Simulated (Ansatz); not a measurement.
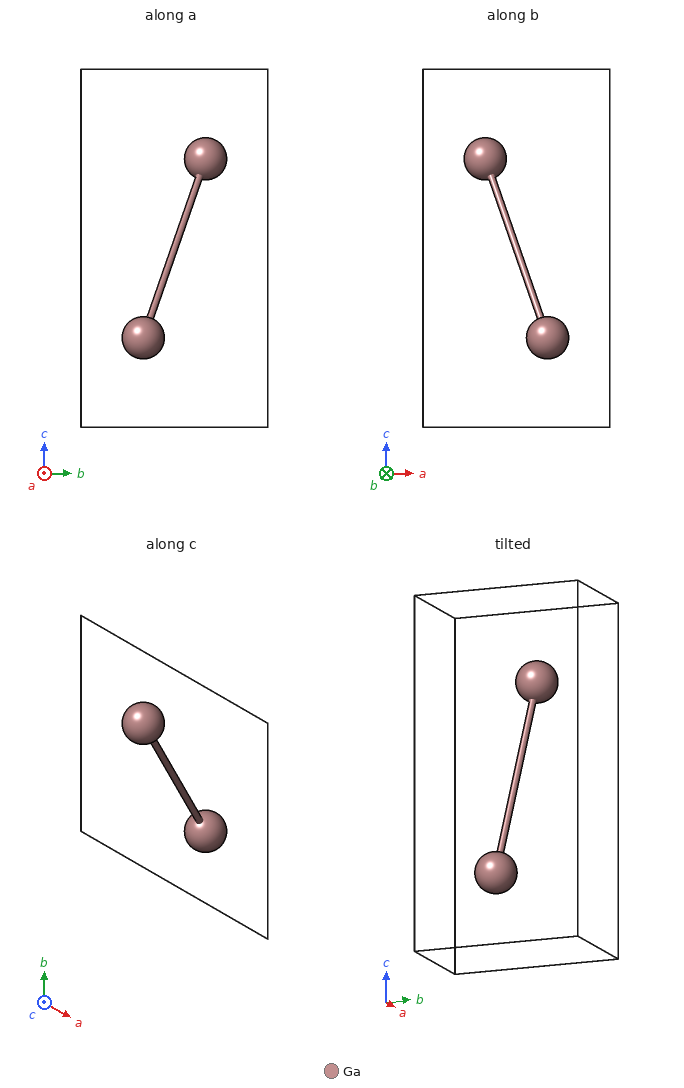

This ball-and-stick model is shown along the a axis, along the b axis, along the c axis and slightly off an axis. Atoms at the boundary of the conventional unit cell (the box) are drawn once for each face, edge or corner they touch.

Lattice parameters: a = 2.9852 Å, b = 2.9852 Å, c = 4.9511 Å, α = 90.000°, β = 90.000°, γ = 120.000°.

Record the structure as a CIF in P1 with every atom of the cell.

```cif
data_structure
_symmetry_space_group_name_H-M 'P 1'
_symmetry_Int_Tables_number 1
_cell_length_a 2.9852
_cell_length_b 2.9852
_cell_length_c 4.9511
_cell_angle_alpha 90.000
_cell_angle_beta 90.000
_cell_angle_gamma 120.000
_cell_volume 38.21
loop_
_atom_site_label
_atom_site_type_symbol
_atom_site_fract_x
_atom_site_fract_y
_atom_site_fract_z
_atom_site_occupancy
Ga1 Ga 0.6667 0.3333 0.2500 1
Ga2 Ga 0.3333 0.6667 0.7500 1
```

It goes back to a structure type filled with this element by a generator (whether the element takes this form wasn't checked). The structure drawn was relaxed with Ansatz 0.2.0, DFT PBE, scalar-relativistic, plane waves, PAW.
